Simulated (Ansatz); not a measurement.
BN: single-point calculation (part 2 of 2)

The same run, continued: BN (P6₃/mmc, 64 atoms in the cell); DFT PBE+D3(BJ), scalar-relativistic, plane waves, PAW, no spin polarisation (Ansatz 0.2.0); cutoff 420 eV, 2×2×2 k-mesh, Gaussian smearing of 0.01 eV. The structure derives from an entry of the Crystallography Open Database.

### Log, continued
```
  k-point 0: bands = ["-13.0130", "-12.7094", "-11.9897", "-11.9897", "-11.9897", "-11.9897", "-11.7142", "-11.7142", "-11.7142", "-11.7142", "-11.0485", "-11.0485", "-11.0485", "-11.0485", "-10.8274", "-10.8274", "-10.8274", "-10.8274", "-9.9775", "-9.9775", "-9.8316", "-9.8316", "-9.8213", "-9.7841", "-9.7841", "-9.7841", "-9.7841", "-9.7475", "-9.3223", "-9.3223", "-9.3223", "-9.3223", "-4.1209", "-4.0941", "-4.0941", "-4.0941", "-4.0941", "-4.0535", "-3.4016", "-3.4016",
      "-3.4016", "-3.4016", "-2.8210", "-2.8210", "-2.7859", "-2.7859", "-1.7683", "-1.7683", "-1.7683", "-1.7683", "-1.6951", "-1.6951", "-1.6951", "-1.6951", "-1.6333", "-1.6333", "-1.6333", "-1.6333", "-1.4463", "-1.1037", "-1.1037", "-1.0504", "-1.0504", "-0.3188", "-0.3188", "-0.3188", "-0.3188", "0.5048", "0.5048", "0.5048", "0.5048", "0.5725", "0.5725", "0.5725", "0.5725", "0.6272", "0.6384", "0.6384", "0.6384", "0.6384",
      "0.6606", "0.6606", "0.6606", "0.6606", "0.6951", "0.7211", "0.8312", "0.8312", "0.8312", "0.8312", "1.0934", "1.0934", "1.0934", "1.0934", "1.3272", "1.3272", "1.3272", "1.3272", "1.8408", "1.8408", "1.8408", "1.8408", "1.8557", "1.8557", "1.8557", "1.8557", "2.9937", "2.9937", "3.1033", "3.1033", "3.1033", "3.1033", "3.3204", "3.4371", "3.4372", "3.4747", "3.4748", "3.8563", "3.8563", "3.8563",
      "3.8563", "4.3178", "4.3178", "4.3528", "4.5731", "4.5731", "4.5731", "4.5731", "9.0426", "9.4997", "9.4997", "9.4997", "9.4997", "9.5084", "9.5084", "9.5084", "9.5084", "10.0572", "10.3322", "10.3322", "10.4314", "10.9093", "10.9093", "12.0433", "12.0433", "12.0433", "12.0433", "12.5472", "12.5472", "12.5472", "12.5472", "12.9794", "12.9794", "12.9794", "12.9794", "13.1529", "13.1529", "13.1529", "13.1529", "13.1949",
      "13.1949", "13.1949", "13.1949", "14.2872", "14.6702", "14.6702", "14.6702", "14.6702", "14.7028", "15.0613", "15.0613", "15.0613", "15.0613", "15.1217", "15.2993", "15.2993", "15.8908", "15.8908", "15.8908", "15.8908", "16.2922", "16.2922", "16.2922", "16.2922", "16.3187", "16.3188", "16.4460", "16.4461", "16.6452", "16.6452", "16.6452", "16.6452"]
  k-point 1: bands = ["-12.7437", "-12.7437", "-12.5347", "-12.5347", "-11.5969", "-11.5969", "-11.5969", "-11.5969", "-11.4199", "-11.4199", "-11.4199", "-11.4199", "-11.0752", "-11.0752", "-10.9162", "-10.9162", "-10.2477", "-10.2477", "-10.2477", "-10.2477", "-10.1366", "-10.1366", "-10.1366", "-10.1366", "-9.6655", "-9.6655", "-9.6169", "-9.6169", "-9.2582", "-9.2582", "-9.2347", "-9.2347", "-3.9363", "-3.9363", "-3.8837", "-3.8837", "-3.3547", "-3.3547", "-3.3547", "-3.3547",
      "-3.2940", "-3.2940", "-3.2940", "-3.2940", "-3.2110", "-3.2110", "-3.1142", "-3.1142", "-2.2252", "-2.2252", "-2.2148", "-2.2148", "-1.3593", "-1.3593", "-1.3519", "-1.3519", "-0.8726", "-0.8726", "-0.4994", "-0.4994", "-0.4994", "-0.4994", "-0.4705", "-0.4705", "-0.4705", "-0.4705", "-0.1906", "-0.1906", "-0.1364", "-0.1364", "0.3494", "0.3494", "0.3893", "0.3893", "0.5931", "0.5931", "0.5931", "0.5931", "0.6132", "0.6132",
      "0.6420", "0.6420", "0.6420", "0.6420", "0.7295", "0.7295", "0.7295", "0.7295", "1.1556", "1.1556", "1.1556", "1.1556", "1.2007", "1.2007", "1.2007", "1.2007", "1.4772", "1.4772", "2.0809", "2.0809", "2.0809", "2.0809", "2.5567", "2.5567", "2.5786", "2.5786", "2.7319", "2.7319", "2.7319", "2.7319", "2.7358", "2.7358", "2.9971", "2.9971", "3.0262", "3.0262", "3.7211", "3.7211", "3.7481", "3.7481",
      "3.7481", "3.7481", "4.3933", "4.3933", "4.5269", "4.5269", "4.7924", "4.7924", "9.2457", "9.2457", "9.4799", "9.4799", "9.6570", "9.6570", "10.0615", "10.0615", "10.1087", "10.1087", "10.1087", "10.1087", "10.9261", "10.9261", "10.9261", "10.9261", "11.1428", "11.1428", "12.1560", "12.1560", "12.4766", "12.4766", "12.5138", "12.5138", "12.5138", "12.5138", "13.2563", "13.2563", "13.2563", "13.2563", "14.0941", "14.0941",
      "14.0941", "14.0941", "14.1278", "14.1278", "14.2885", "14.2885", "14.4716", "14.4716", "14.4716", "14.4716", "15.1269", "15.1269", "15.1269", "15.1269", "15.5838", "15.5838", "15.9481", "15.9481", "15.9723", "15.9723", "16.2570", "16.2570", "16.3421", "16.3421", "16.4399", "16.4399", "16.4399", "16.4399", "16.9595", "16.9595", "16.9974", "16.9974"]
  k-point 2: bands = ["-12.8661", "-12.8661", "-12.1212", "-12.1212", "-11.8502", "-11.8502", "-11.8402", "-11.8402", "-11.5811", "-11.5811", "-10.9404", "-10.9404", "-10.9404", "-10.9404", "-10.9404", "-10.9404", "-10.9404", "-10.9404", "-9.9055", "-9.9055", "-9.9055", "-9.9055", "-9.8214", "-9.8214", "-9.7841", "-9.7841", "-9.7475", "-9.7475", "-9.3443", "-9.3443", "-9.3007", "-9.3007", "-4.1208", "-4.1208", "-4.0942", "-4.0942", "-4.0535", "-4.0535", "-3.4517", "-3.4517",
      "-3.3445", "-3.3445", "-2.8068", "-2.8068", "-2.8068", "-2.8068", "-1.7961", "-1.7961", "-1.7296", "-1.7296", "-1.6710", "-1.6710", "-1.6710", "-1.6710", "-1.6710", "-1.6710", "-1.6710", "-1.6710", "-1.0825", "-1.0825", "-1.0825", "-1.0825", "-0.4879", "-0.4879", "-0.3320", "-0.3320", "-0.2679", "-0.2679", "-0.2104", "-0.2104", "0.1862", "0.1862", "0.6014", "0.6014", "0.6014", "0.6014", "0.6014", "0.6014", "0.6014", "0.6014",
      "0.6272", "0.6272", "0.6287", "0.6287", "0.6483", "0.6483", "0.6607", "0.6607", "0.6951", "0.6951", "1.8114", "1.8114", "1.8138", "1.8138", "1.8285", "1.8285", "1.8704", "1.8704", "1.8786", "1.8786", "2.1541", "2.1541", "2.1541", "2.1541", "2.1541", "2.1541", "2.1541", "2.1541", "2.1544", "2.1544", "3.3204", "3.3204", "3.4561", "3.4561", "3.4563", "3.4563", "3.6455", "3.6455", "3.6455", "3.6455",
      "3.8563", "3.8563", "4.2291", "4.2291", "4.3528", "4.3528", "4.7875", "4.7875", "9.0426", "9.0426", "9.4559", "9.4559", "9.5084", "9.5084", "9.9645", "9.9645", "10.4315", "10.4315", "10.4616", "10.4616", "10.4616", "10.4616", "11.5373", "11.5373", "11.8841", "11.8841", "12.0471", "12.0471", "12.0471", "12.0471", "12.0471", "12.0471", "12.0471", "12.0471", "12.4381", "12.4381", "13.5594", "13.5594", "14.0648", "14.0648",
      "14.1496", "14.1496", "14.2872", "14.2872", "14.6702", "14.6702", "14.7028", "14.7028", "14.8339", "14.8339", "15.3280", "15.3280", "15.5850", "15.5850", "15.5850", "15.5850", "15.5850", "15.5850", "15.5850", "15.5850", "16.0511", "16.0511", "16.1953", "16.1953", "16.3817", "16.3817", "16.3818", "16.3818", "16.4680", "16.4680", "16.7104", "16.7104"]
  k-point 4: bands = ["-12.4857", "-12.4857", "-12.3476", "-12.3476", "-12.3476", "-12.3476", "-12.2008", "-12.2008", "-10.8777", "-10.8777", "-10.7755", "-10.7755", "-10.7755", "-10.7755", "-10.6689", "-10.6689", "-10.4321", "-10.4321", "-10.3443", "-10.3443", "-10.3443", "-10.3443", "-10.2535", "-10.2535", "-9.5744", "-9.5744", "-9.5363", "-9.5363", "-9.5363", "-9.5363", "-9.4985", "-9.4985", "-3.6576", "-3.6576", "-3.6205", "-3.6205", "-3.6205", "-3.6205", "-3.5734", "-3.5734",
      "-2.8047", "-2.8047", "-2.7707", "-2.7707", "-2.7707", "-2.7707", "-2.7259", "-2.7259", "-2.3082", "-2.3082", "-2.2730", "-2.2730", "-2.2730", "-2.2730", "-2.2250", "-2.2250", "-0.9733", "-0.9733", "-0.9373", "-0.9373", "-0.9373", "-0.9373", "-0.8945", "-0.8945", "-0.7186", "-0.7186", "0.1464", "0.1464", "0.1800", "0.1800", "0.1800", "0.1800", "0.1964", "0.1964", "0.1964", "0.1964", "0.2187", "0.2187", "0.8997", "0.8997",
      "0.9313", "0.9313", "0.9313", "0.9313", "0.9659", "0.9659", "1.3689", "1.3689", "1.5589", "1.5589", "1.5847", "1.5847", "1.5896", "1.5896", "1.5925", "1.5925", "1.5925", "1.5925", "2.2655", "2.2655", "2.3845", "2.3845", "2.3845", "2.3845", "2.4784", "2.4784", "2.5025", "2.5025", "2.5025", "2.5025", "2.5262", "2.5262", "3.0012", "3.0012", "3.0012", "3.0012", "3.2993", "3.2993", "3.7460", "3.7460",
      "3.8105", "3.8105", "4.2290", "4.2290", "4.2290", "4.2290", "4.6382", "4.6382", "9.4185", "9.4185", "9.6503", "9.6503", "9.6503", "9.6503", "10.2782", "10.2782", "10.6754", "10.6754", "10.9318", "10.9318", "10.9318", "10.9318", "10.9547", "10.9547", "11.3861", "11.3861", "11.5418", "11.5418", "11.5871", "11.5871", "11.5871", "11.5871", "12.2314", "12.2314", "12.9857", "12.9857", "12.9857", "12.9857", "13.2740", "13.2740",
      "14.1555", "14.1555", "14.6238", "14.6238", "14.9849", "14.9849", "14.9849", "14.9849", "15.2900", "15.2900", "15.7571", "15.7571", "15.7571", "15.7571", "15.9169", "15.9169", "16.0630", "16.0630", "16.1079", "16.1079", "16.1531", "16.1531", "16.1531", "16.1531", "16.1534", "16.1534", "16.4179", "16.4179", "16.5180", "16.5180", "16.7137", "16.7137"]
```

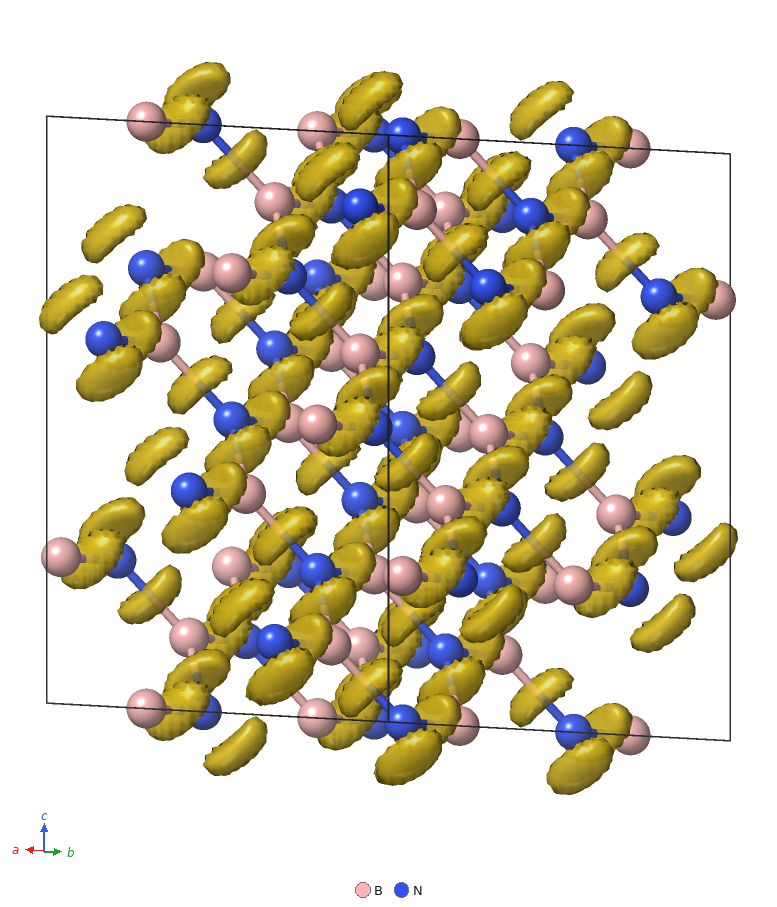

**Figure 1.** Isosurface of the electron localisation function at 0.85 (yellow), seen along [110]. Only the valence region is drawn (cores and ρ < 0.01 e/Å³ removed). Sticks mark near contacts. The outline is the calculation cell. Along the contacts the grid gives the following. The fields are those of the smooth PAW valence density.

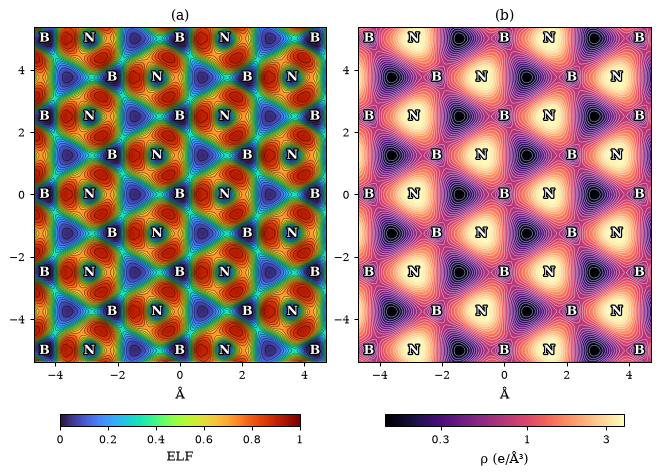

**Figure 2.** (a) electron localisation function; (b) valence charge density (pseudo) on the (011) plane of the calculation cell. B–N (1.45 Å): the density is about 1.8 e/Å³ at the midpoint; the ELF peaks at about 0.95 between the atoms, which marks a shared but strongly polarised pair. Away from the nuclei the density in this plane falls to 0.14 e/Å³ at its lowest.

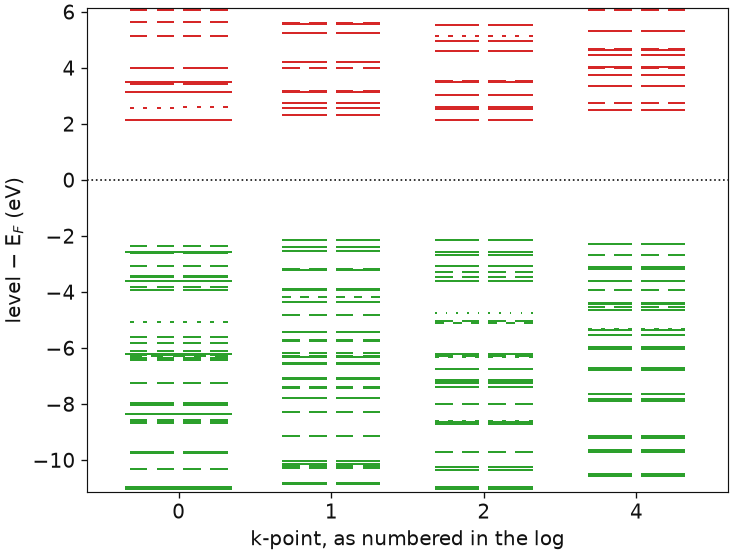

**Figure 3.** Kohn–Sham levels near the Fermi level (dotted) at the few k-points that the log prints; levels within 0.02 eV of each other stand side by side. Among these points the highest filled and lowest empty levels are 4.25 eV apart, which is the gap on the mesh.

### Results in brief

| quantity | value |
| --- | --- |
| outcome | converged |
| space group (tolerance 0.01 Å) | P6₃/mmc (194) |
| electrons treated | 256 |
| free energy | −17365.9491 eV |
| Fermi energy | 6.918 eV |
| gap on the k-point mesh | 4.25 eV |
| pressure | 0.01 GPa |
| largest force (length of the vector) | 0.003 eV/Å |
| hardware | 4 threads of Oxide Virtual Turin-like (Zen 5), 32 GiB of memory available, shared host |
| wall time | 12 s (CPU time 42 s) |
| peak memory | 2.5 GiB |
